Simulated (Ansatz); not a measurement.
Input file:

```
crystal:
  lattice:
    - [2.4873648738, 0.0, 0.0]
    - [-1.2436824369, 2.1541211692, 0.0]
    - [0.0, 0.0, 4.0632895034]
  atoms:
    - { symbol: Co, position: [0.3333333333, 0.6666666667, 0.740139] }
    - { symbol: Co, position: [0.6666666667, 0.3333333333, 0.259861] }
hamiltonian:
  xc: pbe
  pseudopotentials: { kind: paw }
magnetization:
  spin_polarized: true
  initial_magnetization: 0.0
  spin_locking: { lock_magnetization: hard }
kpoints:
  mp_grid: { grid: [10, 10, 6] }
scf:
  occupations: { method: fermi_dirac, width: 0.05 }
  lower_state_search: "off"
output:
  forces: true
  stress: true
  eigenvalues: true
  write_density: true
  write_potential: true
  elf: true
  volumetric_format: npy
```

Run with:

```sh
ansatz run input.yaml --threads 2 --pin off --max-ram 5632MiB --backend cpu --events-out ev --progress --plain --runs-dir out
```

Below, planes, directions and counts refer to the conventional cell (a = 2.49 Å, b = 2.49 Å, c = 4.06 Å, α = 90.00°, β = 90.00°, γ = 120.00°).

Space group P-3m1; a structure from a database of computed crystals, not necessarily the ambient phase; not relaxed (largest force 0.6 eV/Å); computed pressure about −11 GPa in this cell; the program warned that no starting moments were given; spin-polarised, but the moments vanished.

Method: Kohn-Sham DFT of a periodic cell, PBE, Ansatz PAW (Ansatz).

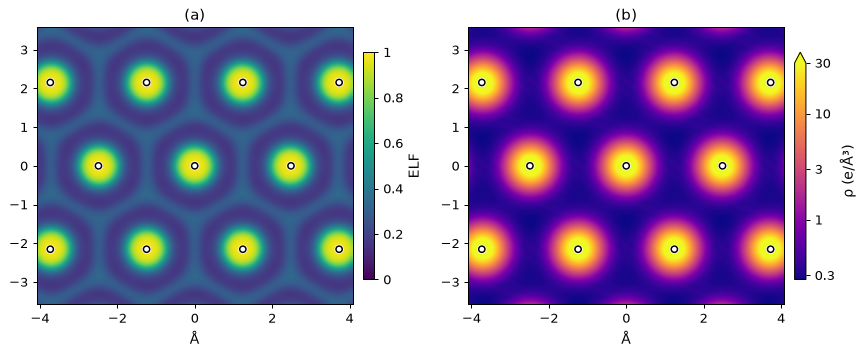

Co. (a) ELF; (b) valence electron density on the (001) plane of the conventional cell. Circles mark the nuclei in the plane (Co).

Core electrons are frozen (PAW), and the valence fields are smoothed inside the atomic spheres.

### Read the bonding off the picture.

The plane passes through Co nuclei. Co–Co (2.49 Å): ρ at the midpoint is about 0.36 e/Å³; the ELF is about 0.30 at the midpoint; no localised pair shows between them. Between the atoms the lowest density in this plane is 0.27 e/Å³. The features right at Co lie inside the PAW spheres, where the map follows smoothed inner orbitals and isn't to be read closely.

### Does the calculation make it a metal, or give it a gap?

It is metallic or semimetallic at this level of theory: no gap opens.
